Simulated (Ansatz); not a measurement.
The structure in question:

```
Al Cu
1.0
     3.88912    0.00000    0.00000
     0.00000    3.88912    0.00000
     0.00000    0.00000    3.88912
Al Cu
3 1
Direct
  0.00000 0.50000 0.50000
  0.50000 0.00000 0.50000
  0.50000 0.50000 0.00000
  0.00000 0.00000 0.00000
```

**Before looking at a picture, describe the arrangement of atoms.**

The structure is one of Al3Cu. It belongs to space group Pm-3m (No. 221) and has a primitive cubic lattice. It belongs to the family called Cu₃Au (L1₂) type. With Z = 1, the cell contains 3 Al, 1 Cu. Al is linked to eight Al and four Cu in a cuboctahedral arrangement (2.75 Å to Al, 2.75 Å to Cu). Each Cu is bonded to twelve Al in a cuboctahedral arrangement at 2.75 Å. The bonds build a three-dimensional framework.

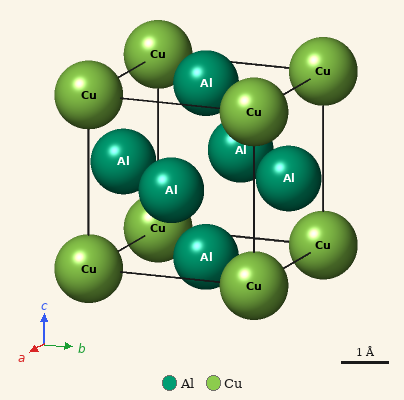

The structure above is drawn in spheres-only style and viewed slightly off an axis. The conventional unit cell is outlined; an atom on or near a face, edge or corner is repeated at each equivalent position. Colours: aluminium teal, copper green.

Starting structure: a structure listed in the Materials Project. Earlier steps of the study may have refined or changed the cell and positions. It went into a calculation with Ansatz.
